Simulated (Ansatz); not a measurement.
## Run report: Nb16H, geometry relaxation (part 1 of 2)

- system: Nb16H (defect cell, 17 atoms in the cell)
- method: DFT PBEsol, scalar-relativistic, plane waves, PAW, no spin polarisation (Ansatz 0.2.0)

It belongs to a series of runs on one base structure; here: end point A relaxed. Figures and captions count atoms from 1; the log counts them from 0 in places.

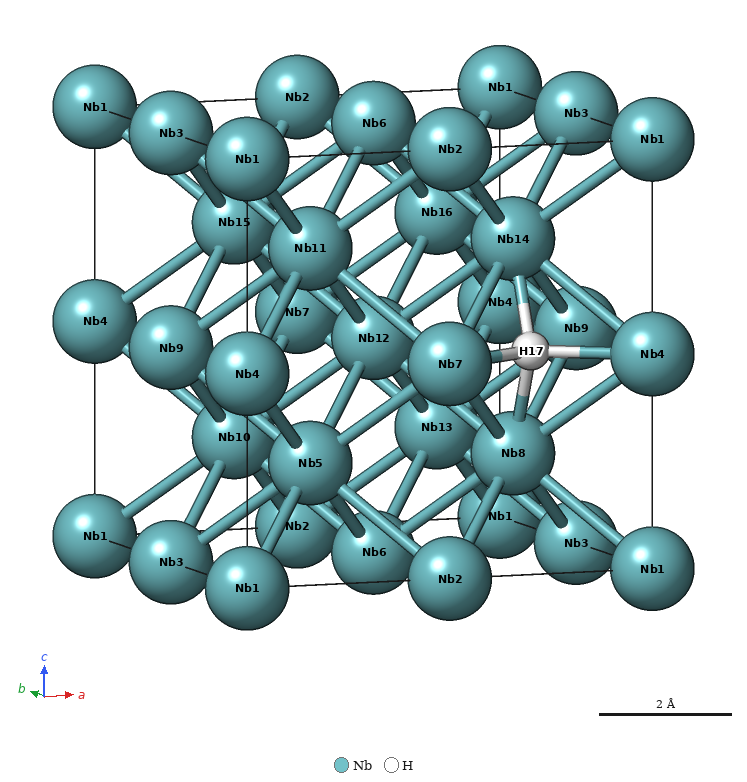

**Figure 1.** The starting structure (ball-and-stick view of the cell of the calculation, seen slightly off an axis; atoms are numbered from 1 in the order of the input).

## Summary

```csv
quantity,value
outcome,converged
electrons treated,209
free energy,−71943.6675 eV
Fermi energy,17.736 eV
final volume,287.50 Å³
largest force (length of the vector) at the end,0.007 eV/Å
hardware,"4 threads of Arm Neoverse V1, 24 GiB of memory available, shared host"
wall time,84 s (CPU time 5.5 min)
peak memory,1.3 GiB
```

## The input
```yaml
crystal:
  lattice:
    - [6.6, 0.0, 0.0]
    - [0.0, 6.6, 0.0]
    - [0.0, 0.0, 6.6]
  atoms:
    - { symbol: Nb, position: [0.0, 0.0, 0.0] }
    - { symbol: Nb, position: [0.5, 0.0, 0.0] }
    - { symbol: Nb, position: [0.0, 0.5, 0.0] }
    - { symbol: Nb, position: [0.0, 0.0, 0.5] }
    - { symbol: Nb, position: [0.25, 0.25, 0.25] }
    - { symbol: Nb, position: [0.5, 0.5, 0.0] }
    - { symbol: Nb, position: [0.5, 0.0, 0.5] }
    - { symbol: Nb, position: [0.75, 0.25, 0.25] }
    - { symbol: Nb, position: [0.0, 0.5, 0.5] }
    - { symbol: Nb, position: [0.25, 0.75, 0.25] }
    - { symbol: Nb, position: [0.25, 0.25, 0.75] }
    - { symbol: Nb, position: [0.5, 0.5, 0.5] }
    - { symbol: Nb, position: [0.75, 0.75, 0.25] }
    - { symbol: Nb, position: [0.75, 0.25, 0.75] }
    - { symbol: Nb, position: [0.25, 0.75, 0.75] }
    - { symbol: Nb, position: [0.75, 0.75, 0.75] }
    - { symbol: H, position: [0.7453819, 0.1211971, 0.504191] }
basis:
  ecutwfc: 420.0
kpoints:
  mp_grid: { grid: [3, 3, 3] }
hamiltonian:
  xc: pbesol
scf:
  occupations: { method: gaussian, width: 0.1 }
  lower_state_search: "off"
relax:
  f_tol: 0.03
  max_steps: 60
  adjacent_minimum: "off"
output:
  write_density: true
  write_potential: true
  elf: true
  volumetric_format: npy
```

Launch command:
```bash
ansatz run input.yaml --threads 4 --pin off --max-ram 10240MiB --backend cpu --events-out ev --progress --plain --runs-dir out
```

## Output
```
Engine: ansatz 0.2.0, aarch64-unknown-linux-gnu
Pseudopotentials: kind: paw
Pseudopotential: Nb, paw, valence charge 13, recommended cutoff 420 eV (normal), Nb.paw.azcp
Pseudopotential: H, paw, valence charge 1, recommended cutoff 420 eV (normal), H.paw.azcp
Functional definition: PBEsol
  exchange = pbesol_x
  correlation = pbesol_c
Crystal: 17 atoms, lattice volume = 287.496 Å³
Basis set: ecut = 420 eV, 5575 PW (Γ), exchange–correlation on 90×90×90 points (8 copies of the dense FFT grid, shifted against one another)
Bands: 126, of which v1, the nominal top of the filled ones, is band 105 counted from 1 (104 counted from 0)
Symmetry: 1 space group operations
Space group: P1 (ITA 1), of the structure as read, at distance tolerance 6.6e-5 Å
k-points: 14 of 27 (time reversal used)
Non-local potential: Nb, projectors of the file, l = 0: 3, l = 1: 2, l = 2: 2, l = 3: 1
Non-local potential: H, projectors of the file, l = 0: 2, l = 1: 1
PAW form: soft (Blöchl's): semilocal exchange-correlation on the pseudo side does not see the compensation charge
PAW frozen core: Nb, regenerated for the run's functional, and the local potential with it (the file was generated under x = pbe(κ = 0.804, μ = 0.2195149727645171), c = pbe(β = 0.06672455060314922))
PAW one-centre angular grid: Nb, 590 points (default); XC on 64 Gauss nodes
PAW one-centre angular grid: H, 110 points (default); XC on 64 Gauss nodes
Initial density: superposition of atomic densities (neutral atoms: chi_scale 0, normalization atom), corrected by the library's trained network
Initial wavefunctions: pseudopotential atomic-orbital guess
Functional: x = pbesol(κ = 0.804, μ = 0.12345679012345678), c = pbesol(β = 0.046)
SCF iter   1: F=—  HF=-71943.558864 eV  |F-HF|=—  |Δ(HF+E_count)|=         —  Δρ=4.53e-3  dr2=6.01e-2  ethr=1.77e-3  ⟨swp⟩=5.6  Hψ=6992  notcnv=0
preconditioner: auto → Kerker (q_TF=auto, 2.587 Å⁻¹)  [metal: Δε(μ)=0.074 eV  Ē_g=3.722 eV  σ=0.100 eV  W_gap=0.40  n_scr=80 (ndim 8)  ℏωp=19.7 eV  f_vac=0.000  D(μ)=8.26/eV (n_scr^D=56)]
SCF iter   2: F=—  HF=-71943.541877 eV  |F-HF|=—  |Δ(HF+E_count)|=   1.70e-2  Δρ=2.44e-3  dr2=1.71e-2  ethr=2.88e-5  ⟨swp⟩=1.9  Hψ=2234  notcnv=0  defer=3
SCF iter   3: F=—  HF=-71943.536667 eV  |F-HF|=—  |Δ(HF+E_count)|=   5.21e-3  Δρ=2.90e-4  dr2=2.53e-4  ethr=8.18e-6  ⟨swp⟩=2.1  Hψ=2254  notcnv=0  defer=3
iter 4 did not close the SCF: its close was put off for the readings that it lacked (scf_convergence_deferred on its scf_iter line)
SCF iter   4: F=-71943.536582 eV  HF=-71943.536588 eV  |F-HF|=5.55e-6  |Δ(HF+E_count)|=   7.93e-5  Δρ=5.34e-5  dr2=9.85e-6  ethr=1.21e-7  ⟨swp⟩=2.0  Hψ=2161  notcnv=0  defer=3
iter 5 did not close the SCF: its close was put off for the readings that it lacked (scf_convergence_deferred on its scf_iter line)
SCF iter   5: F=-71943.536585 eV  HF=-71943.536586 eV  |F-HF|=2.84e-7  |Δ(HF+E_count)|=   2.34e-6  Δρ=1.46e-5  dr2=6.08e-7  ethr=4.71e-9  ⟨swp⟩=2.8  Hψ=2863  notcnv=0  defer=3
SCF iter   6: F=-71943.536585 eV  HF=-71943.536585 eV  |F-HF|=4.37e-9  |Δ(HF+E_count)|=   1.19e-7  Δρ=1.78e-6  dr2=9.43e-9  ethr=2.91e-10  ⟨swp⟩=6.0  Hψ=10282  notcnv=0
SCF 1 converged in 6 iterations: F = -71943.536585 eV  dr2 = 9.43e-9
  greatest PAW one-centre occupation: 0.998 electrons in one spin orbital (limit 2), on the Nb atom at site 9 (counted from 0), in its partial waves of l = 0
relax step   1: F+E_penalty+E_count = -71943.53658544 eV  Δ(F+E_penalty+E_count) = +0.000e0 eV  max|allowed force component| = 1.168e0 eV/Å  Δτ_max = 0.0000 Å  (6 SCF iters, dr2 threshold 2.25e-5 eV, accepted)
Initial density: handed on by an earlier stage of this run
Initial wavefunctions: those handed on with the density
iter 1 solved again at ethr=1.95e-3 eV; its pass at ethr=3.10e-3 eV (dr2=4.07e0 eV) is discarded
SCF iter   1: F=—  HF=-71943.785538 eV  |F-HF|=—  |Δ(HF+E_count)|=         —  Δρ=1.75e-2  dr2=4.07e0  ethr=1.95e-3  ⟨swp⟩=1.0  Hψ=5646  notcnv=0  defer=93
preconditioner: auto → Resta (q_TF=auto, 2.587 Å⁻¹)  ε∞=29.3  [insulator: Δε(μ)=0.163 eV  Ē_g=3.706 eV  σ=0.100 eV  W_gap=0.55  n_scr=80 (ndim 8)  ℏωp=19.7 eV  f_vac=0.000  D(μ)=14.74/eV (n_scr^D=146)  ε∞_Penn≈29.3]
SCF iter   2: F=—  HF=-71943.503321 eV  |F-HF|=—  |Δ(HF+E_count)|=   2.82e-1  Δρ=8.15e-3  dr2=7.37e-1  ethr=1.95e-3  ⟨swp⟩=1.1  Hψ=1591  notcnv=0  defer=93
preconditioner: auto → Kerker (q_TF=auto, 2.587 Å⁻¹)  [metal: Δε(μ)=0.000 eV  Ē_g=3.700 eV  σ=0.100 eV  W_gap=0.00  n_scr=80 (ndim 8)  ℏωp=19.7 eV  f_vac=0.000  D(μ)=14.07/eV (n_scr^D=122)]
SCF iter   3: F=—  HF=-71943.427298 eV  |F-HF|=—  |Δ(HF+E_count)|=   7.60e-2  Δρ=1.60e-3  dr2=1.07e-2  ethr=3.53e-4  ⟨swp⟩=2.0  Hψ=2050  notcnv=0  defer=174
SCF iter   4: F=—  HF=-71943.425436 eV  |F-HF|=—  |Δ(HF+E_count)|=   1.86e-3  Δρ=2.54e-4  dr2=1.90e-4  ethr=5.11e-6  ⟨swp⟩=2.0  Hψ=2159  notcnv=0  defer=174
iter 5 did not close the SCF: its close was put off for the readings that it lacked (scf_convergence_deferred on its scf_iter line)
SCF iter   5: F=-71943.425415 eV  HF=-71943.425420 eV  |F-HF|=4.42e-6  |Δ(HF+E_count)|=   1.63e-5  Δρ=6.34e-5  dr2=1.11e-5  ethr=9.07e-8  ⟨swp⟩=2.2  Hψ=2476  notcnv=0  defer=174
SCF iter   6: F=-71943.425418 eV  HF=-71943.425418 eV  |F-HF|=1.21e-7  |Δ(HF+E_count)|=   1.51e-6  Δρ=9.97e-6  dr2=2.97e-7  ethr=5.31e-9  ⟨swp⟩=6.0  Hψ=11111  notcnv=0
SCF 2 converged in 6 iterations: F = -71943.425418 eV  dr2 = 2.97e-7
  greatest PAW one-centre occupation: 0.998 electrons in one spin orbital (limit 2), on the Nb atom at site 2 (counted from 0), in its partial waves of l = 0
relax step   2: F+E_penalty+E_count = -71943.42541822 eV  Δ(F+E_penalty+E_count) = +1.112e-1 eV  max|allowed force component| = 1.074e0 eV/Å  Δτ_max = 0.1335 Å  (6 SCF iters, dr2 threshold 8.52e-5 eV, rejected (line search))
iter 1 solved again at ethr=1.06e-3 eV; its pass at ethr=3.10e-3 eV (dr2=2.22e0 eV) is discarded
SCF iter   1: F=—  HF=-71943.846671 eV  |F-HF|=—  |Δ(HF+E_count)|=         —  Δρ=1.24e-2  dr2=2.25e0  ethr=1.06e-3  ⟨swp⟩=1.0  Hψ=5207  notcnv=0  defer=167
preconditioner: auto → Kerker (q_TF=auto, 2.587 Å⁻¹)  [metal: Δε(μ)=0.036 eV  Ē_g=3.716 eV  σ=0.100 eV  W_gap=0.20  n_scr=80 (ndim 8)  ℏωp=19.7 eV  f_vac=0.000  D(μ)=9.74/eV (n_scr^D=80)]
SCF iter   2: F=—  HF=-71943.710439 eV  |F-HF|=—  |Δ(HF+E_count)|=   1.36e-1  Δρ=6.21e-3  dr2=5.50e-1  ethr=1.06e-3  ⟨swp⟩=1.1  Hψ=1591  notcnv=0  defer=167
SCF iter   3: F=—  HF=-71943.662208 eV  |F-HF|=—  |Δ(HF+E_count)|=   4.82e-2  Δρ=9.63e-4  dr2=3.93e-3  ethr=2.63e-4  ⟨swp⟩=1.4  Hψ=2027  notcnv=0  defer=167
SCF iter   4: F=—  HF=-71943.661910 eV  |F-HF|=—  |Δ(HF+E_count)|=   2.98e-4  Δρ=1.66e-4  dr2=7.19e-5  ethr=1.88e-6  ⟨swp⟩=2.0  Hψ=2211  notcnv=0  defer=168
SCF iter   5: F=—  HF=-71943.661593 eV  |F-HF|=—  |Δ(HF+E_count)|=   3.17e-4  Δρ=3.55e-5  dr2=4.60e-6  ethr=3.44e-8  ⟨swp⟩=2.0  Hψ=2843  notcnv=0  defer=168
SCF iter   6: F=—  HF=-71943.661592 eV  |F-HF|=—  |Δ(HF+E_count)|=   5.39e-7  Δρ=6.83e-6  dr2=1.08e-7  ethr=2.20e-9  ⟨swp⟩=2.0  Hψ=2159  notcnv=0  defer=168
SCF iter   7: F=-71943.661592 eV  HF=-71943.661592 eV  |F-HF|=1.78e-9  |Δ(HF+E_count)|=   6.98e-9  Δρ=1.46e-6  dr2=5.21e-9  ethr=4.78e-11  ⟨swp⟩=7.0  Hψ=9347  notcnv=0
SCF 3 converged in 7 iterations: F = -71943.661592 eV  dr2 = 5.21e-9
relax step   3: F+E_penalty+E_count = -71943.66159226 eV  Δ(F+E_penalty+E_count) = -1.250e-1 eV  max|allowed force component| = 1.511e-1 eV/Å  Δτ_max = 0.0523 Å  (7 SCF iters, accepted)
SCF iter   1: F=—  HF=-71943.669083 eV  |F-HF|=—  |Δ(HF+E_count)|=         —  Δρ=1.46e-3  dr2=1.26e-2  ethr=4.58e-4  ⟨swp⟩=2.0  Hψ=2269  notcnv=0  defer=168
preconditioner: auto → Kerker (q_TF=auto, 2.587 Å⁻¹)  [metal: Δε(μ)=0.042 eV  Ē_g=3.706 eV  σ=0.100 eV  W_gap=0.23  n_scr=80 (ndim 8)  ℏωp=19.7 eV  f_vac=0.000  D(μ)=11.00/eV (n_scr^D=80)]
SCF iter   2: F=—  HF=-71943.668353 eV  |F-HF|=—  |Δ(HF+E_count)|=   7.30e-4  Δρ=8.46e-4  dr2=3.33e-3  ethr=6.02e-6  ⟨swp⟩=2.0  Hψ=2388  notcnv=0  defer=168
SCF iter   3: F=—  HF=-71943.667854 eV  |F-HF|=—  |Δ(HF+E_count)|=   5.00e-4  Δρ=1.16e-4  dr2=2.97e-5  ethr=1.59e-6  ⟨swp⟩=2.0  Hψ=2155  notcnv=0  defer=168
SCF iter   4: F=—  HF=-71943.667540 eV  |F-HF|=—  |Δ(HF+E_count)|=   3.14e-4  Δρ=2.22e-5  dr2=1.18e-6  ethr=6.83e-10  ⟨swp⟩=7.0  Hψ=11511  notcnv=0
iter 5 did not close the SCF: its close was put off for the readings that it lacked (scf_convergence_deferred on its scf_iter line)
SCF iter   5: F=-71943.667540 eV  HF=-71943.667540 eV  |F-HF|=7.54e-9  |Δ(HF+E_count)|=   8.98e-8  Δρ=4.83e-6  dr2=4.25e-8  ethr=5.65e-10  ⟨swp⟩=2.3  Hψ=2439  notcnv=0  defer=168
SCF iter   6: F=-71943.667540 eV  HF=-71943.667540 eV  |F-HF|=6.26e-10  |Δ(HF+E_count)|=   3.06e-9  Δρ=7.50e-7  dr2=1.53e-9  ethr=2.03e-11  ⟨swp⟩=5.0  Hψ=9367  notcnv=0
SCF 4 converged in 6 iterations: F = -71943.667540 eV  dr2 = 1.53e-9
relax step   4: F+E_penalty+E_count = -71943.66753980 eV  Δ(F+E_penalty+E_count) = -5.948e-3 eV  max|allowed force component| = 7.217e-3 eV/Å  Δτ_max = 0.0240 Å  (6 SCF iters, dr2 threshold 1.43e-6 eV, accepted)
iter 1 solved again at ethr=1.00e-12 eV; its pass at ethr=3.10e-3 eV (dr2=1.62e-9 eV) is discarded
SCF iter   1: F=—  HF=-71943.667552 eV  |F-HF|=—  |Δ(HF+E_count)|=         —  Δρ=8.88e-7  dr2=1.64e-9  ethr=1.00e-12  ⟨swp⟩=2.3  Hψ=5476  notcnv=0  defer=168
preconditioner: auto → Kerker (q_TF=auto, 2.587 Å⁻¹)  [metal: Δε(μ)=0.043 eV  Ē_g=3.706 eV  σ=0.100 eV  W_gap=0.24  n_scr=80 (ndim 8)  ℏωp=19.7 eV  f_vac=0.000  D(μ)=10.94/eV (n_scr^D=80)]
iter 2 did not close the SCF: its close was put off for the readings that it lacked (scf_convergence_deferred on its scf_iter line)
SCF iter   2: F=-71943.667540 eV  HF=-71943.667540 eV  |F-HF|=2.04e-10  |Δ(HF+E_count)|=   1.24e-5  Δρ=5.14e-7  dr2=6.00e-10  ethr=1.00e-12  ⟨swp⟩=2.1  Hψ=3074  notcnv=0  defer=168
iter 3 did not close the SCF: its close was put off for the readings that it lacked (scf_convergence_deferred on its scf_iter line)
SCF iter   3: F=-71943.667540 eV  HF=-71943.667540 eV  |F-HF|=1.46e-11  |Δ(HF+E_count)|=  4.37e-11  Δρ=1.74e-7  dr2=5.48e-11  ethr=1.00e-12  ⟨swp⟩=2.0  Hψ=1610  notcnv=0  defer=168
iter 4 did not close the SCF: its close was put off for the readings that it lacked (scf_convergence_deferred on its scf_iter line)
SCF iter   4: F=-71943.667540 eV  HF=-71943.667540 eV  |F-HF|=2.91e-11  |Δ(HF+E_count)|=  2.91e-11  Δρ=9.72e-8  dr2=6.78e-12  ethr=1.00e-12  ⟨swp⟩=1.0  Hψ=1596  notcnv=0  defer=168
iter 5 did not close the SCF: its close was put off for the readings that it lacked (scf_convergence_deferred on its scf_iter line)
SCF iter   5: F=-71943.667540 eV  HF=-71943.667540 eV  |F-HF|=1.46e-11  |Δ(HF+E_count)|=  2.91e-11  Δρ=3.33e-8  dr2=8.65e-13  ethr=1.00e-12  ⟨swp⟩=1.0  Hψ=1596  notcnv=0  defer=168
SCF iter   6: F=-71943.667540 eV  HF=-71943.667540 eV  |F-HF|=0.00e0  |Δ(HF+E_count)|=  1.46e-11  Δρ=6.57e-9  dr2=4.41e-14  ethr=1.00e-12  ⟨swp⟩=3.0  Hψ=5440  notcnv=0
SCF 5 converged in 6 iterations: F = -71943.667540 eV  dr2 = 4.41e-14
relax step   5: F+E_penalty+E_count = -71943.66753980 eV  Δ(F+E_penalty+E_count) = -4.948e-10 eV  max|allowed force component| = 7.213e-3 eV/Å  Δτ_max = 0.0000 Å  (6 SCF iters, accepted)
```

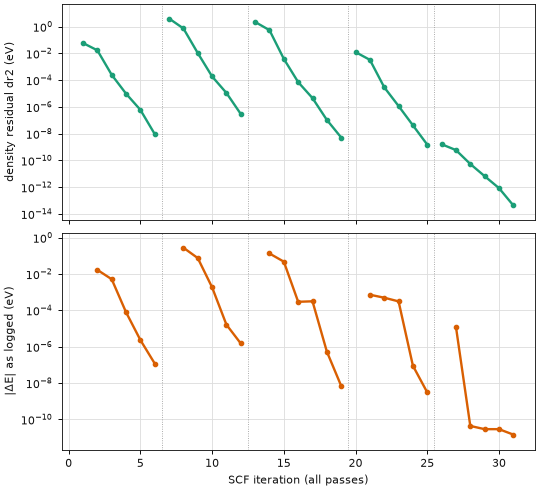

**Figure 2.** Convergence of the self-consistent field: density residual dr2 and size of the energy change against the SCF iteration. The dotted lines part the SCF passes of the relaxation: geometry steps, rejected trials and re-solves on a re-selected basis. The 5 passes take 6 to 7 iterations each, 31 in all.

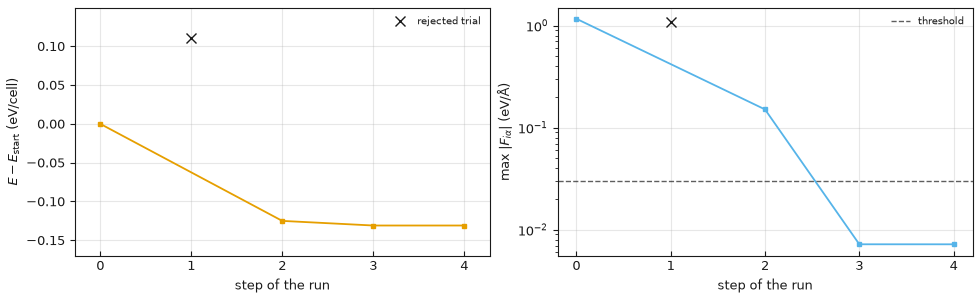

**Figure 3.** Progress of the relaxation, step by step (the first geometry is step 0 here and step 1 in the log).

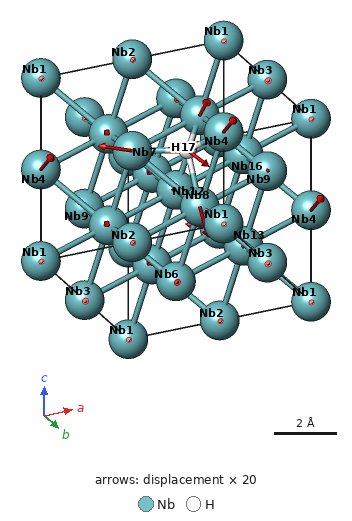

**Figure 4.** The starting structure with the displacements as red arrows, magnified 20 times (ball-and-stick view of the cell of the calculation, seen at an oblique angle). The atom that moves furthest is Nb7 (0.059 Å). By element the largest moves are Nb 0.059 Å, H 0.045 Å. The lattice vectors keep their values. Among the contacts that change: Nb7–H17 1.807 → 1.899 Å, Nb4–Nb14 2.858 → 2.950 Å, Nb14–H17 1.832 → 1.900 Å, Nb4–H17 1.861 → 1.900 Å. Among the angles that change: Nb4–H17–Nb8 99.6° → 101.9°, Nb4–H17–Nb7 128.2° → 126.0°. After 4 geometry steps the energy has fallen by 0.131 eV per cell of the calculation. Largest force component: 1.2 eV/Å at the start, 0.0072 eV/Å at the end. The line search rejected the trial step at point 1 (counted from 0) and went back. (Atoms are counted from 1 in the order of the input.)

```
NSCF: frozen V_eff on 14 k-points
the band table was solved once a step of the walk had ended and its energy, with any forces and stress, was formed, with the checks that follow a solve (7827 applications of the Hamiltonian). They found nothing against the state; the energy, forces and stress were not computed again (output.eigenvalues in the input reference)
SCF converged after 6 iterations
Free energy (F): -71943.667540 eV
Harris-Foulkes:  -71943.667540 eV  (|F-HF|=0.00e0)
Internal energy: -71943.612828 eV  (E = F + TS)
E sigma→0 (E₀):  -71943.640184 eV
Entropy (-TS):   -0.054712 eV (-3.218 meV/atom)
Fermi energy:    17.736309 eV
--- Per-component energies (eV) ---
  E_band       = -1064.431070
  E_kinetic    = 6340.843246
  E_local      = -11067.054654  (includes V_loc(G=0)·N_el)
  E_nonlocal   = 1949.517312
  E_hartree    = 3435.928822
  E_xc         = -2803.221949
  E_vxc        = -3415.257301  (∫ρ·V_xc dr)
  E_paw        = -48285.831076  (= ΣΔE_a)
  E_vpaw       = -1744.336160  (= ΣTr[D̂ρ^β])
  E_aug_tail   = -0.001158  (compensation charges beyond the density's cutoff)
  E_ewald      = -21516.812714
  E_core_change = 3.019343  (= ΣΔE_core)
  E_smearing   = -0.054712  (= −TS)
  E_closure    = -0.000000  (closes the sum)
  Σ components = -71943.667540   (vs F -71943.667540, Δ=0.00e0)
--- Forces (eV/Å), atoms counted from 1 ---
  atom   1  Nb     0.00435772     0.00393770     0.00019452
  atom   2  Nb    -0.00457095     0.00384026     0.00004888
  atom   3  Nb     0.00311049     0.00101956     0.00015987
  atom   4  Nb    -0.00046987    -0.00721348     0.00003106
  atom   5  Nb    -0.00010347    -0.00350290    -0.00524526
  atom   6  Nb    -0.00342542     0.00111834     0.00008348
  atom   7  Nb     0.00029121    -0.00716264     0.00015240
  atom   8  Nb    -0.00008078     0.00632308     0.00216486
  atom   9  Nb     0.00041656    -0.00217302    -0.00011003
  atom  10  Nb     0.00009034    -0.00180217    -0.00546123
  atom  11  Nb    -0.00002122    -0.00336626     0.00550512
  atom  12  Nb    -0.00081962    -0.00214674    -0.00008560
  atom  13  Nb    -0.00019897     0.00285457     0.00082894
  atom  14  Nb    -0.00016068     0.00589290    -0.00273792
  atom  15  Nb     0.00016780    -0.00202589     0.00571592
  atom  16  Nb    -0.00019347     0.00289618    -0.00065795
  atom  17  H      0.00161034     0.00151049    -0.00058709
  max |Σ_I F_I| component: 3.99e-8 eV/Å
--- Band table (eV; the first three rows and the last of 14) ---
```
